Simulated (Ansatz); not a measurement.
# Geometry relaxation, with input and output: B32N33 (part 2 of 5)

B32N33 (defect cell, 65 atoms in the cell); DFT PBE, scalar-relativistic, plane waves, PAW, spin-polarised (Ansatz 0.2.0); cutoff 420 eV, 3×3×3 k-mesh, Gaussian smearing of 0.05 eV, collinear spins. The structure derives from a Materials Project entry.

The program's output, continued:
```
SCF iter   1: F=—  HF=-17735.838844 eV  |F-HF|=—  |Δ(HF+E_count)|=         —  Δρ=5.54e-4 (↑5.28e-4 ↓5.54e-4)  dr2=4.77e-3  dr2_m=6.22e-5  M=1.000 μB ∫|m|=1.100 μB  β_m=0.30  ethr=1.97e-5  ⟨swp⟩=2.6  Hψ=10825  notcnv=0  defer=1678
preconditioner: auto → Resta (q_TF=auto, 2.385 Å⁻¹)  ε∞=3.4  [insulator: Δε(μ)=0.734 eV  Ē_g=15.878 eV  σ=0.050 eV  W_gap=1.00  n_scr=142 (ndim 8)  ℏωp=24.8 eV  f_vac=0.020  D(μ)=0.00/eV (n_scr^D=0)  ε∞_Penn≈3.4]
spin=Collinear: Resta preconditioning applied to the charge; magnetization (m = ρ↑ − ρ↓) channel mixes plain (no charge-response kernel on spin).
SCF iter   2: F=—  HF=-17735.838075 eV  |F-HF|=—  |Δ(HF+E_count)|=   7.69e-4  Δρ=3.81e-4 (↑3.68e-4 ↓3.81e-4)  dr2=2.08e-3  dr2_m=3.06e-5  M=1.000 μB ∫|m|=1.100 μB  β_m=0.59  ethr=1.83e-6  ⟨swp⟩=1.1  Hψ=6360  notcnv=0  defer=1678
SCF iter   3: F=—  HF=-17735.837599 eV  |F-HF|=—  |Δ(HF+E_count)|=   4.75e-4  Δρ=7.82e-5 (↑6.62e-5 ↓7.82e-5)  dr2=9.83e-5  dr2_m=1.84e-6  M=1.000 μB ∫|m|=1.100 μB  β_m=0.56  ethr=7.98e-7  ⟨swp⟩=2.0  Hψ=6637  notcnv=0  defer=1678
SCF iter   4: F=—  HF=-17735.838205 eV  |F-HF|=—  |Δ(HF+E_count)|=   6.06e-4  Δρ=2.64e-5 (↑2.41e-5 ↓2.64e-5)  dr2=9.91e-6  dr2_m=3.06e-7  M=1.000 μB ∫|m|=1.100 μB  β_m=0.69  ethr=3.77e-8  ⟨swp⟩=2.0  Hψ=7492  notcnv=0  defer=1678
SCF iter   5: F=—  HF=-17735.838207 eV  |F-HF|=—  |Δ(HF+E_count)|=   1.99e-6  Δρ=7.46e-6 (↑7.46e-6 ↓7.12e-6)  dr2=1.18e-6  dr2_m=1.84e-8  M=1.000 μB ∫|m|=1.100 μB  β_m=0.69  ethr=3.80e-9  ⟨swp⟩=2.0  Hψ=7492  notcnv=0  defer=1678
SCF iter   6: F=—  HF=-17735.838207 eV  |F-HF|=—  |Δ(HF+E_count)|=   2.34e-7  Δρ=2.65e-6 (↑2.27e-6 ↓2.65e-6)  dr2=1.57e-7  dr2_m=2.90e-9  M=1.000 μB ∫|m|=1.100 μB  β_m=0.74  ethr=4.51e-10  ⟨swp⟩=2.0  Hψ=7492  notcnv=0  defer=1678
SCF iter   7: F=-17735.838207 eV  HF=-17735.838207 eV  |F-HF|=1.14e-8  |Δ(HF+E_count)|=   8.37e-8  Δρ=8.09e-7 (↑8.09e-7 ↓7.49e-7)  dr2=1.35e-8  dr2_m=1.91e-10  M=1.000 μB ∫|m|=1.100 μB  ethr=3.83e-11  ⟨swp⟩=3.1  Hψ=12940  notcnv=0
SCF 11 converged in 7 iterations: F = -17735.838207 eV  dr2 = 1.35e-8
relax step  11: F+E_penalty+E_count = -17735.83820731 eV  Δ(F+E_penalty+E_count) = -1.347e-3 eV  max|allowed force component| = 3.489e-2 eV/Å  Δτ_max = 0.0090 Å  (7 SCF iters, accepted)
```

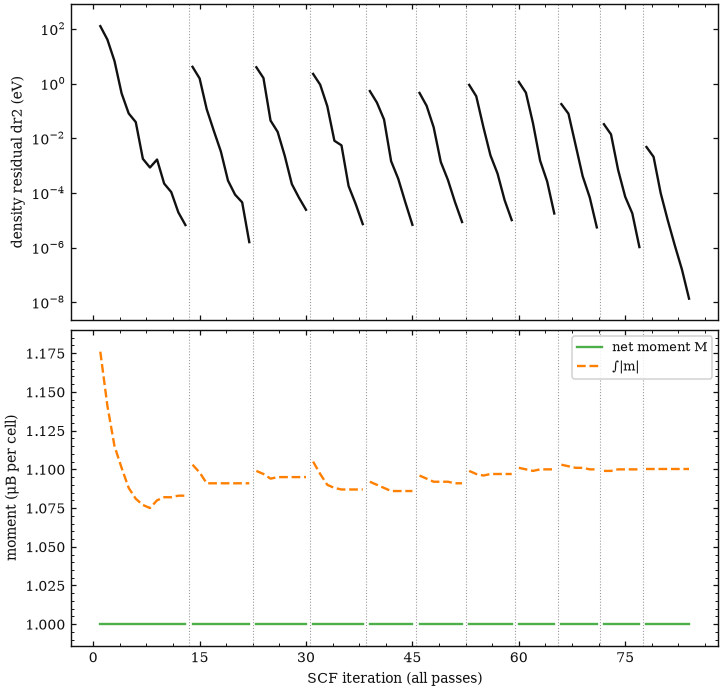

Fig. 1: Convergence of the self-consistent field: density residual dr2 and magnetic moment against the SCF iteration. The dotted lines part the SCF passes of the relaxation: geometry steps, rejected trials and re-solves on a re-selected basis. The 11 passes take 6 to 13 iterations each, 84 in all. The net moment stays at 1.0 μB per cell.

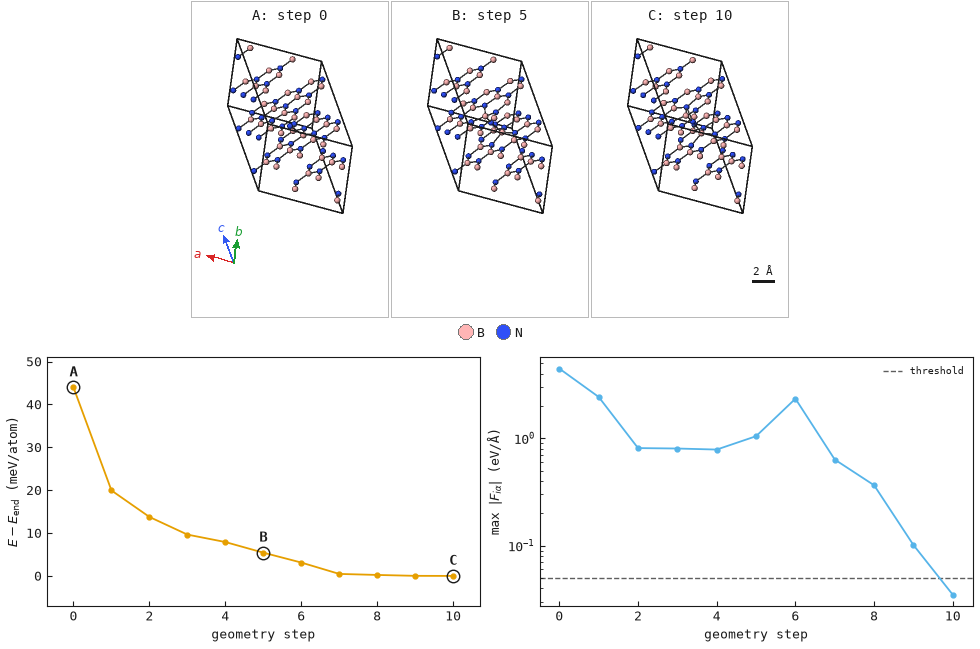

Fig. 2: Frames of the relaxation (ball-and-stick view of the cell of the calculation (origin shifted), seen at an oblique angle) above the curves, on which the letters mark them (the first geometry is step 0 here and step 1 in the log).

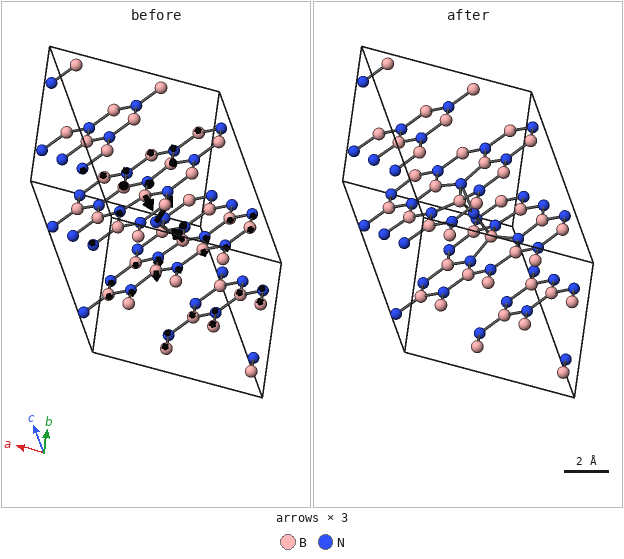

Fig. 3: Before (left) and after (right) the relaxation, at one scale (ball-and-stick view of the cell of the calculation (origin shifted), seen at an oblique angle). The black arrows give the displacements, magnified 3 times. After 10 geometry steps the energy has fallen by 44.0 meV per atom. Largest force component: 4.4 eV/Å at the start, 0.035 eV/Å at the end. The largest move is that of N65, 0.49 Å. Largest moves by element: N 0.49 Å, B 0.31 Å. The lattice vectors keep their values. Among the contacts that change: N40–N65 1.891 → 1.479 Å, B32–N65 1.881 → 1.496 Å, B25–N65 1.851 → 1.637 Å, B32–N40 1.460 → 1.600 Å. Among the angles that change: N47–B25–N65 67.0° → 97.7°, B14–N50–B30 114.3° → 122.5°, N36–B25–N47 122.5° → 114.8°. (Atoms are counted from 1 in the order of the input.)

```
SCF converged after 7 iterations
Magnetization: 1.0000 μB (131.0000 up, 130.0000 down)
Absolute magnetization: 1.1020 μB (∫|ρ↑−ρ↓|, with the PAW one-centre terms)
Spin contamination: 0.0033 ħ² per cell (⟨S²⟩ above its minimum at these occupations)
Per-site moments (μB) at R_I (Å): [(7.6987327651074e-5, 0.5940878495138834), (2.069775091173647e-5, 0.5905586045784584), (0.00016162119544456668, 0.5948770964118085), (-7.10055091428202e-5, 0.5946870743160966), (7.934416161566088e-5, 0.5940867046197394), (2.5077611672638457e-5, 0.5905763618344013), (0.0074252720212705375, 0.5845062295134921), (-1.0792986976397521e-5, 0.5925669613095877), (0.00023247105723547736, 0.5955093060511665), (2.0075781477500878e-5, 0.590482436559879), (0.0007095903774382033, 0.595448610085367), (0.00018612850018741298, 0.5953302119132422), (0.0005423037185451997, 0.5899769661665486), (0.007470096233458708, 0.584499431227302), (-6.968882838612445e-5, 0.5946681911208912), (0.0003684959456034971, 0.5908400166426888), (0.00015994482293618653, 0.5948947841538303), (0.00036710644748386216, 0.5908243273981622), (0.000952296784903586, 0.5896792879340289), (0.0007153478547430264, 0.5954360754778236), (0.0001814334706462297, 0.595305378002651), (0.001912350486621641, 0.5924459853235536), (-6.71540814734211e-5, 0.5947286014661484), (0.00015025966138477293, 0.59476972837236), (-0.004747596564056085, 0.6167168352094731), (-0.00014099880599582928, 0.594642473881049), (0.001922520868078204, 0.5925319405699843), (0.0009442329227166343, 0.5896764359725313), (0.0007016409640333805, 0.591131728943534), (0.0005213263556460738, 0.5899457976958157), (0.0006943974871574636, 0.5910988162164685), (-0.004788044326792112, 0.6050576034188397), (0.011995312807440409, 0.5896764359725313), (0.0014757990862642606, 0.5947286014661484), (0.0016878841746691792, 0.5946681911208912), (0.04436005048070605, 0.5910988162164685), (0.012145766009651206, 0.5896792879340289), (0.0015112308583968297, 0.5947497159475228), (0.000882310580936316, 0.5946278193646806), (0.013259575810462585, 0.6099728378169644), (0.0013346186571179526, 0.5959535883586055), (3.6250160221812027e-6, 0.5940867046197394), (0.0004845371916633341, 0.5964054779466595), (0.000802379197643389, 0.5947505960930026), (0.0015373629951875268, 0.5908243273981622), (0.0008987119256951318, 0.5946277096070361), (0.0454873522516566, 0.591131728943534), (0.0028634656126889984, 0.5872572062227521), (0.0017224779576155511, 0.5946870743160966), (0.0027705374119867767, 0.5872527416580866), (0.0019306410496469657, 0.5845062295134921), (0.000470608154175669, 0.5963902946176203), (0.0007831764863537014, 0.5947593269704431), (0.0006378104434880481, 0.5948947841538303), (-0.0009731745803451146, 0.594642473881049), (-4.2702836696735264e-5, 0.5925669613095877), (0.0019374302153698265, 0.5954360754778236), (-0.0002939556185727079, 0.5905586045784584), (0.0006379252745145373, 0.5948770964118085), (0.001903169471449084, 0.584499431227302), (0.002779483107264624, 0.5955469274579756), (0.0015265116523711566, 0.5908400166426888), (0.0028219181345412185, 0.5955395128678636), (7.150791270934676e-5, 0.590482436559879), (0.3859769069695656, 0.6099728378169644)]
Free energy (F): -17735.838207 eV
Harris-Foulkes:  -17735.838207 eV  (|F-HF|=1.14e-8)
Internal energy: -17735.838207 eV  (E = F + TS)
E sigma→0 (E₀):  -17735.838207 eV
Fermi energy:    5.453499 eV
--- Per-component energies (eV) ---
  E_band       = -628.767806
  E_kinetic    = 6010.361109
  E_local      = -11611.950185  (includes V_loc(G=0)·N_el)
  E_nonlocal   = 1898.092012
  E_hartree    = 3782.618335
  E_xc         = -3012.961159
  E_vxc        = -3740.142194  (∫ρ·V_xc dr)
  E_paw        = -6745.669876  (= ΣΔE_a)
  E_vpaw       = -750.368994  (= ΣTr[D̂ρ^β])
  E_aug_tail   = 0.003291  (compensation charges beyond the density's cutoff)
  E_ewald      = -8056.331735
  E_smearing   = -0.000000  (= −TS)
  E_closure    = 0.000000  (closes the sum)
  Σ components = -17735.838207   (vs F -17735.838207, Δ=0.00e0)
--- Forces (eV/Å), atoms counted from 1 ---
  atom   1  B     -0.00106119     0.00436221    -0.00263880
  atom   2  B      0.01002644     0.00358932     0.00111704
  atom   3  B      0.00181319    -0.00159241    -0.00435540
  atom   4  B      0.00255213     0.00130635     0.00411584
  atom   5  B     -0.00048537     0.00700141     0.00382272
  atom   6  B     -0.01008593     0.00439095     0.00325493
  atom   7  B      0.02297347     0.01646166     0.01292376
  atom   8  B     -0.00215512    -0.00040027     0.00382208
  atom   9  B     -0.00010214    -0.00894379    -0.00094666
  atom  10  B     -0.00116366     0.00210534     0.00346053
  atom  11  B     -0.00015354    -0.00379303     0.00090480
  atom  12  B     -0.00127740    -0.00318217     0.00049093
  atom  13  B     -0.00244401    -0.00116370     0.00152605
  atom  14  B     -0.02543165     0.01826886    -0.00171180
  atom  15  B     -0.00273057     0.00266359    -0.00192274
  atom  16  B     -0.00636937    -0.00036118    -0.00093496
  atom  17  B     -0.00327461    -0.00492742    -0.00370898
  atom  18  B      0.00987393     0.00342105    -0.00175767
  atom  19  B     -0.00360074    -0.01007355    -0.00047655
  atom  20  B     -0.00161386    -0.00518390    -0.00215489
  atom  21  B      0.00019427    -0.00423035    -0.00144727
  atom  22  B     -0.00389109    -0.01726993    -0.00207752
  atom  23  B     -0.00030485     0.00269585    -0.00034688
  atom  24  B     -0.00017695    -0.00087383    -0.00278074
  atom  25  B     -0.00076684     0.03489045    -0.01646377
  atom  26  B      0.00144888    -0.00356379     0.00508776
  atom  27  B      0.00552665    -0.01710947    -0.00133084
  atom  28  B      0.00524085    -0.01177356    -0.00088954
  atom  29  B     -0.00767625     0.01331261     0.00404282
  atom  30  B      0.00183384     0.00007366     0.00508533
  atom  31  B      0.00695842     0.01086436     0.00408553
  atom  32  B      0.00572870    -0.03112441    -0.01564359
  atom  33  N     -0.00270947     0.01528238    -0.00047787
  atom  34  N     -0.00155092     0.00229986    -0.00238797
  atom  35  N      0.00412513    -0.01214157     0.00303131
  atom  36  N     -0.00141267    -0.00250904     0.00682727
  atom  37  N      0.00413944     0.01347531     0.00142842
  atom  38  N     -0.00036961     0.00270972     0.00020383
  atom  39  N      0.00266396     0.00280081    -0.00059243
  atom  40  N      0.00234604     0.00952805    -0.00944384
  atom  41  N      0.00006522    -0.00488498     0.00057591
  atom  42  N      0.00146873    -0.00141702    -0.00087631
  atom  43  N      0.00010355     0.00167705    -0.00215152
  atom  44  N      0.00351363    -0.00073334    -0.00102765
  atom  45  N     -0.00100003     0.00531557     0.00341649
  atom  46  N     -0.00141228     0.00155472     0.00252369
  atom  47  N      0.00281004    -0.00349762     0.00602352
  atom  48  N      0.00135379     0.00063403     0.00136212
  atom  49  N     -0.00510640    -0.01412438     0.00037257
  atom  50  N      0.00295133    -0.00077049    -0.00019877
  atom  51  N     -0.00819331    -0.02245670    -0.00906348
  atom  52  N     -0.00387990     0.00071362    -0.00012597
  atom  53  N      0.00247724    -0.00335765    -0.00322218
  atom  54  N      0.00075897     0.00023824     0.00084350
  atom  55  N     -0.00330956     0.01743875     0.00216967
  atom  56  N     -0.00049278     0.00491613    -0.00034564
  atom  57  N     -0.00076971     0.00898248     0.00276756
  atom  58  N      0.00020606    -0.00664434     0.00347849
  atom  59  N     -0.00054815     0.00130954     0.00025140
  atom  60  N      0.00648717    -0.01182639    -0.00126061
  atom  61  N     -0.00076366     0.00240758     0.00098555
  atom  62  N      0.00514362     0.00273952     0.00140146
  atom  63  N      0.00023767     0.00299976     0.00274152
  atom  64  N     -0.00027758     0.00220907    -0.00294092
  atom  65  N     -0.00845396    -0.01475652     0.00150265
  max |Σ_I F_I| component: 5.67e-5 eV/Å
--- Relaxed structure (11 steps of the walk, 11 accepted, 0 SCFs on fresh bases) ---
  F+E_penalty+E_count = -17735.83820731 eV   max|allowed force component| = 3.489e-2 eV/Å
  atoms:
    - { symbol: B, position: [0.9972666302988329, 0.49672064845240577, 0.5095474585186861] }
    - { symbol: B, position: [0.2560183674048076, 0.757350150349595, 0.49262171059622417] }
    - { symbol: B, position: [0.25212765605425547, 0.5021701986576834, 0.7383821876599203] }
    - { symbol: B, position: [0.5039395094407298, 0.5038394249429955, 0.49013673269298497] }
    - { symbol: B, position: [0.7485446977832358, 0.7453624290494276, 0.5094935763422719] }
    - { symbol: B, position: [1.0078279043519585, 1.0055155296170262, 0.492596844447823] }
    - { symbol: B, position: [0.23827563393740547, 0.24705685787471726, 0.5132709966221561] }
    - { symbol: B, position: [0.7481442142492277, 0.4962770653553582, 0.7598048406939693] }
    - { symbol: B, position: [1.0035034990544998, 0.7530205579081182, 0.7398167521291753] }
    - { symbol: B, position: [0.24949937208918005, 0.9976311201766592, 0.763374659141678] }
    - { symbol: B, position: [1.0007037897983975, 0.5006152663493966, 0.9874057240228817] }
    - { symbol: B, position: [0.25050400899484615, 0.7485537901077823, 1.0121000436160643] }
    - { symbol: B, position: [0.24894649907958294, 0.4967164700559666, 0.2577027660859267] }
    - { symbol: B, position: [0.49891519637718207, 0.9864446463141472, 0.5132005973392808] }
    - { symbol: B, position: [0.7543648744075946, 0.2534746601033788, 0.49014644591903955] }
    - { symbol: B, position: [0.5008670589654515, 0.7465057513178077, 0.7629845420399811] }
    - { symbol: B, position: [0.7526268892072281, 1.0016198605171405, 0.7383543910008574] }
    - { symbol: B, position: [0.9984123270545671, 0.24903743414149387, 0.7630380392925348] }
    - { symbol: B, position: [0.4991699175652242, 0.49802116051414796, 1.00988780098097] }
    - { symbol: B, position: [0.7510702548286745, 0.7501933363656673, 0.9873807937920135] }
    - { symbol: B, position: [1.000435435336699, 0.998642007999415, 1.0121126155140607] }
    - { symbol: B, position: [0.24890594195750032, 0.24990877839283765, 0.9864237492715251] }
    - { symbol: B, position: [0.7517123185900285, 0.5012128540642266, 0.2383342438063859] }
    - { symbol: B, position: [0.9996662094003456, 0.7477952843276918, 0.26068830146690697] }
    - { symbol: B, position: [0.2715050121988564, 1.020987020429092, 0.2530217531571639] }
    - { symbol: B, position: [0.5023565448558931, 0.2518703835834757, 0.7394565220481218] }
    - { symbol: B, position: [0.5003627875697063, 0.998384826871555, 0.9863579931411561] }
    - { symbol: B, position: [0.7498598200288105, 0.24725633721689194, 1.009860251584993] }
    - { symbol: B, position: [0.5020440691089686, 0.7511404078394175, 0.23769594510102293] }
    - { symbol: B, position: [0.7485378141803338, 0.9970169703991143, 0.25763104082708616] }
    - { symbol: B, position: [1.0016963460765294, 0.2515780148778469, 0.23772382762857014] }
    - { symbol: B, position: [0.4866599994082757, 0.23482029440771696, 0.23410719494745094] }
    - { symbol: N, position: [0.6672660006835236, 0.1615275720262635, 0.17298758836896294] }
    - { symbol: N, position: [0.9169961891809213, 0.41737734187624165, 0.1537964188674122] }
    - { symbol: N, position: [0.921820124065271, 0.171433306597699, 0.40822079957647767] }
    - { symbol: N, position: [0.16488385186520946, 0.16797287773909872, 0.15197749175050462] }
    - { symbol: N, position: [0.4135053051795402, 0.41548842414152, 0.17308444713608087] }
    - { symbol: N, position: [0.6678261488079683, 0.6664572475446553, 0.15375490439801742] }
    - { symbol: N, position: [0.9166385660432851, 0.9143452173227861, 0.17778877398614923] }
    - { symbol: N, position: [0.4003795802004977, 0.14857143651813898, 0.4239945177058965] }
    - { symbol: N, position: [0.6701092220926012, 0.41961671519889854, 0.40667919764745125] }
    - { symbol: N, position: [0.9149888038617313, 0.6631207572435088, 0.4261750947662105] }
    - { symbol: N, position: [0.6694224377997571, 0.16898175252560632, 0.6558984281251866] }
    - { symbol: N, position: [0.9150091075549945, 0.4133283384663561, 0.6762357630719863] }
    - { symbol: N, position: [0.9173808715108381, 0.1650793825607667, 0.9283894103859124] }
    - { symbol: N, position: [0.16621561411611036, 0.6647591510957096, 0.17779229370666813] }
    - { symbol: N, position: [0.41841812009532053, 0.9143133469164912, 0.1519183380397756] }
    - { symbol: N, position: [0.16309214171774336, 0.41137410147878545, 0.42489621033387526] }
    - { symbol: N, position: [0.42192602925625367, 0.671324018646757, 0.40822894082832434] }
    - { symbol: N, position: [0.663207449025616, 0.9111924073999003, 0.42484097434253365] }
    - { symbol: N, position: [0.16547754314748178, 0.16518695131276764, 0.6805756573957908] }
    - { symbol: N, position: [0.41945328057339704, 0.4189315391920814, 0.6558989080678732] }
    - { symbol: N, position: [0.665183502384126, 0.6631113682221942, 0.6762125824633336] }
```
